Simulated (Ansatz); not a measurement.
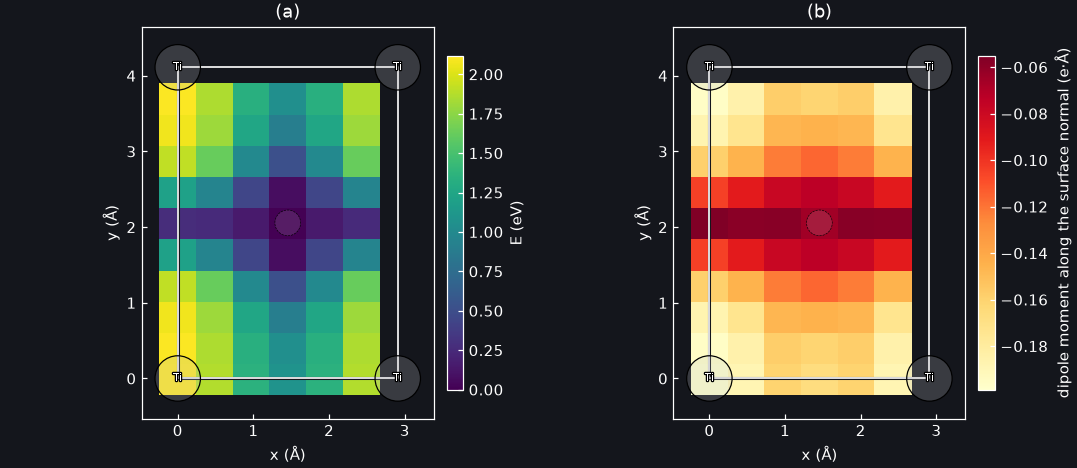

S on a Ti(110) slab cut from the Fm-3m phase, its upper half relaxed before the scan (4 atoms of substrate and one adsorbate in a 1 × 1 cell). S is moved over the surface cell; relaxed at each place: the height of the adsorbate's atoms; substrate rigid; the origin of the map has the adsorbate above Ti4. Places are given modulo a cell vector. The map is drawn in real space over the plane of the surface. Grid: 6 × 10 points; 24 points were computed and 36 follow by symmetry. Energies are in eV, from the lowest grid point. With one adsorbate in each 1 × 1 cell, its nearest image is 2.9 Å away, so neighbouring adsorbates interact. Level of theory: DFT PBE, scalar-relativistic, plane waves, PAW (Ansatz). Settings: cutoff 420 eV, k-mesh 9×7×1, gaussian smearing 0.1 eV, no spin polarisation.

Panel (a) is the energy; panel (b) is the computed dipole moment along the surface normal, in e·Å.

The picture shows one coloured cell a grid point, labelled circles for the atoms of the top layer and small ones for the second layer, the outline of one cell of the plane.

Question: How does the dipole moment along the surface normal vary over the map, and what is it at the lowest grid point?

Answer: It runs from −0.20 e·Å at the top site over a surface Ti atom, (0/6, 0/10) of the cell vectors to −0.06 e·Å at the trough between two rows of top atoms, (0/6, 5/10) of the cell vectors. At the lowest grid point, a fourfold hollow over a second-layer Ti atom, (3/6, 5/10) of the cell vectors, it is −0.07 e·Å.

PAW datasets: the set soft_1.
